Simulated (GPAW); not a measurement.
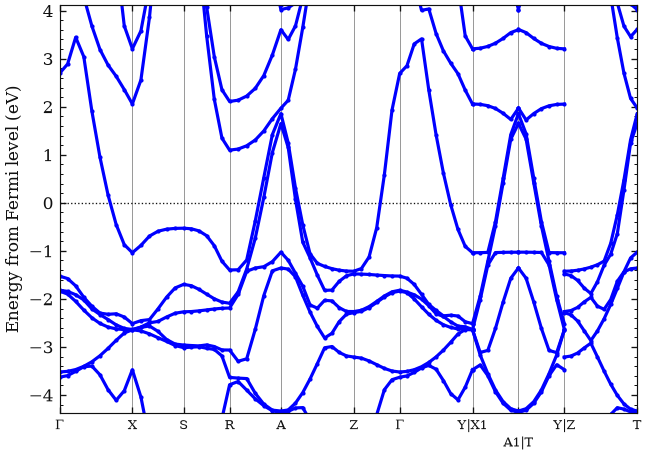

Band structure. Energies are counted from the Fermi level.

The GPAW input:

```python
from ase import Atoms
from ase.dft.bandgap import bandgap
from ase.io import write
from ase.units import GPa
from gpaw import GPAW, PW

atoms = Atoms(['Ni', 'Al'],
              cell=[[1.938694, -1.95319015, 0.0],
                    [1.938694, 1.95319015, 0.0],
                    [0.0, 0.0, 3.0994300413]],
              scaled_positions=[[0.5, 0.5, 0.5],
                                [0.0, 0.0, 0.0]],
              pbc=True)
atoms.set_initial_magnetic_moments([1.0, 0.0])

calc = GPAW(mode=PW(600),
            xc='LDA',
            kpts={'size': (6, 6, 6), 'gamma': True},
            occupations={'name': 'fermi-dirac', 'width': 0.05},
            nbands=20,
            convergence={'density': 1e-05, 'energy': 1e-05},
            maxiter=150,
            txt='gpaw.txt')
atoms.calc = calc
energy = atoms.get_potential_energy()
forces = atoms.get_forces()
stress = atoms.get_stress()
calc.write('gs.gpw')
write('result.traj', atoms)
print(f'Energy: {energy:.6f} eV')
print('Forces (eV/A):')
print(forces.round(4))
print('Stress (GPa):', (stress / GPa).round(3))
print('Moments:', calc.get_magnetic_moments().round(3))
print('Fermi level:', round(calc.get_fermi_level(), 4), 'eV')
print(f'Gap: {bandgap(calc)[0]:.4f} eV, direct: {bandgap(calc, direct=True)[0]:.4f} eV')

path = atoms.cell.bandpath('GXSRAZGYX1A1TY,ZT', npoints=80, eps=1e-4)
bs_calc = calc.fixed_density(kpts=path, symmetry='off', nbands=30,
                             convergence={'bands': 'CBM+6.0', 'eigenstates': 1e-6}, txt='bands.txt')
bs = bs_calc.band_structure()
bs.write('bs.json')
print(f'Gap on the path: {bandgap(bs_calc)[0]:.4f} eV')
```

System: NiAl, space group Cmmm (No. 65), close to P4/mmm, 2 atoms in the primitive cell.

Method: LDA, the program's PAW data sets (release 1.2.1) made for this functional, collinear spin, ferromagnetic start that ends with little or no moment, no spin-orbit coupling, 6×6×6 k mesh, 600 eV cutoff, Fermi-Dirac smearing of 0.05 eV (GPAW 26.7.0).

Q: Does this material conduct, going by its bands?

A: A metal: 2 bands cross the Fermi level along this path.

Q: On which lines of the path do bands cross the Fermi level?

A: Bands cross the Fermi level on Γ–X, R–A, A–Z, Z–Γ, Γ–Y, X1–A1, T–Y and Z–T, and not on X–S and S–R.

The k mesh is coarse (spacing up to 0.38 Å⁻¹), so the values aren't converged. The cell is at −4 GPa in this functional. The cell comes from a database of computed structures, and whether it is the stable form of this composition wasn't checked. Bands are joined in order of energy, so crossings between the computed points show as kinks or gaps. In reduced coordinates of the cell that was run, X is (0.496, 0.496, 0), S is (0, 0.5, 0), R is (0, 0.5, 0.5), A is (0.496, 0.496, 0.5), Z is (0, 0, 0.5), Y is (−0.5, 0.5, 0), X1 is (−0.496, 0.504, 0), A1 is (−0.496, 0.504, 0.5) and T is (−0.5, 0.5, 0.5).
